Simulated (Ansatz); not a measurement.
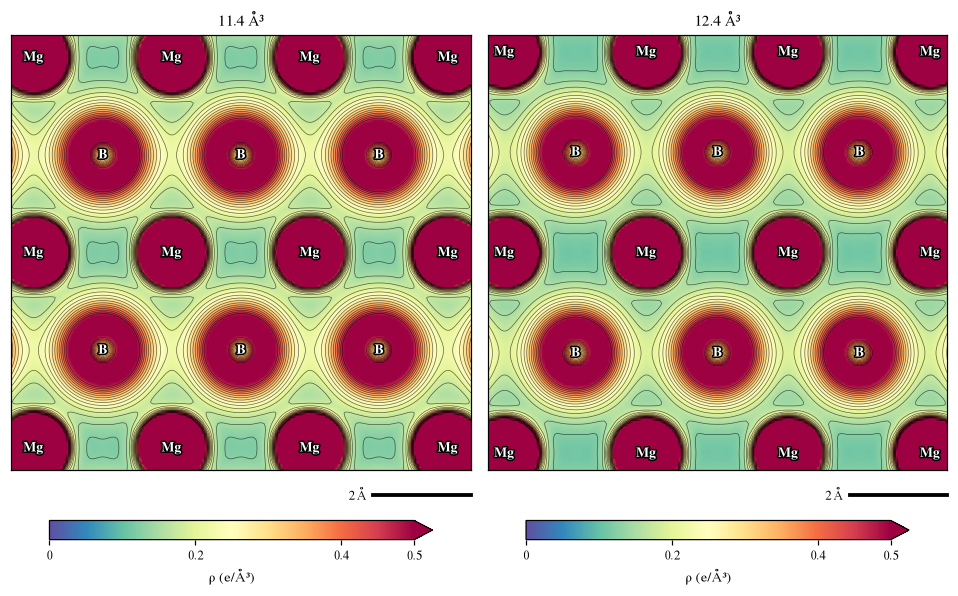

MgB. The valence pseudo-density of cells scaled evenly to different volumes (given per atom above each panel), on the (101) plane of each (indices in the axes of the cell below), at one length scale and on one colour scale.

A generated structure, not necessarily the stable one.

Theory: Ansatz, Kohn-Sham DFT of a periodic cell, PBE, Ansatz PAW.

In a PAW calculation such maps are meaningful between the atoms, not at the nuclei.

The largest cell:

```cif
data_structure
_symmetry_space_group_name_H-M 'P 1'
_symmetry_Int_Tables_number 1
_cell_length_a 2.9143
_cell_length_b 2.9143
_cell_length_c 2.9143
_cell_angle_alpha 90.000
_cell_angle_beta 90.000
_cell_angle_gamma 90.000
_cell_volume 24.75
loop_
_atom_site_label
_atom_site_type_symbol
_atom_site_fract_x
_atom_site_fract_y
_atom_site_fract_z
_atom_site_occupancy
Mg1 Mg 0.00000 0.00000 0.00000 1
B1 B 0.50000 0.50000 0.50000 1
```

| volume (Å³/atom) | Mg–B contact in the plane (Å) | ρ at its midpoint (e/Å³) | pressure (GPa) | 
| --- | --- | --- | --- |
| 11.41 | 2.456 | 0.218 | 6.0 | 
| 11.89 | 2.490 | ? | ? | 
| 12.38 | 2.524 | 0.198 | −1.4 | 

What values belong in the row with question marks?

Answer. Over the known rows ln ρ falls by 1.42 per Å of Mg–B distance (the line through the two), which gives 0.208 e/Å³ at 2.490 Å; the calculation gives 0.208 e/Å³. For the pressure, a straight line in volume between the neighbouring rows gives 2.3 GPa; the calculation gives 1.9, lower because pressure rises ever faster on compression.
